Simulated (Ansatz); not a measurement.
```
CELL_PARAMETERS angstrom
0.42010 0.42010 2.75136
-6.48556 6.48556 0.00000
-1.98812 -1.98812 0.60627
ATOMIC_POSITIONS crystal
Au 0.00000 0.63253 0.25000
Au 0.50000 0.13253 0.25000
Au 0.00000 0.36747 0.75000
Au 0.50000 0.86747 0.75000
```

Space group Cmcm; set up as Au, beta-Sn type; a generated structure, not necessarily the stable one; changed on purpose from its base cell (volume × 0.96); computed pressure about 5 GPa in this cell.

Level of theory: Ansatz 0.2.0, DFT, RPBE, plane waves (420 eV) with PAW, scalar-relativistic.

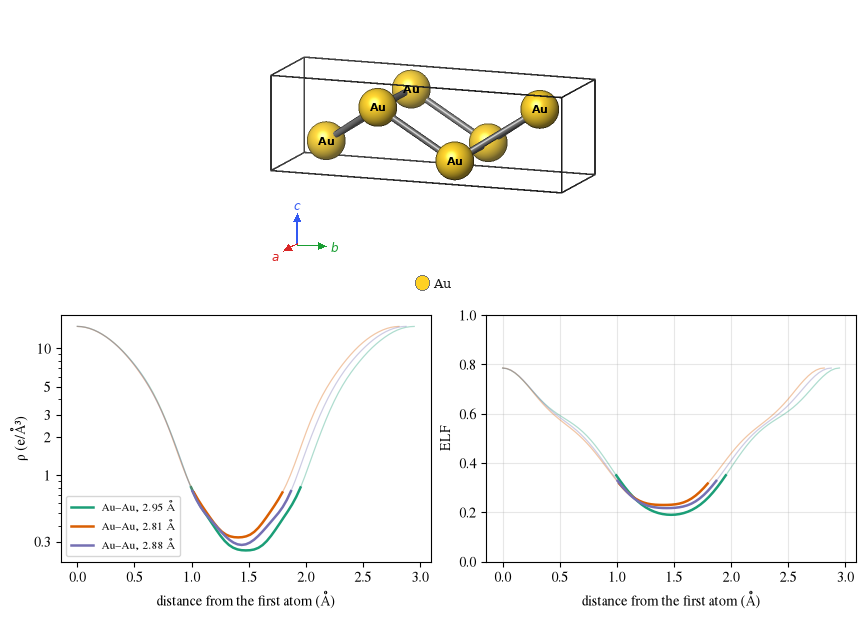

Au. Valence charge density (pseudo) and ELF along straight lines between neighbouring atoms. Thin, pale parts lie inside the atomic spheres. The structure is drawn too.

Core electrons are frozen (PAW), and the valence fields are smoothed inside the atomic spheres.

Compare the contacts.

Answer. Au–Au (2.95 Å): ρ at the midpoint is about 0.26 e/Å³; the ELF is about 0.20 at the midpoint (no localised pair shows between them).
Au–Au (2.81 Å): ρ is about 0.32 e/Å³ halfway; the ELF is about 0.25 at the midpoint: no localised pair shows between them.
Au–Au (2.88 Å): the density is about 0.28 e/Å³ at the midpoint; the ELF is about 0.20 at the midpoint; no shared electron pair shows on this line.
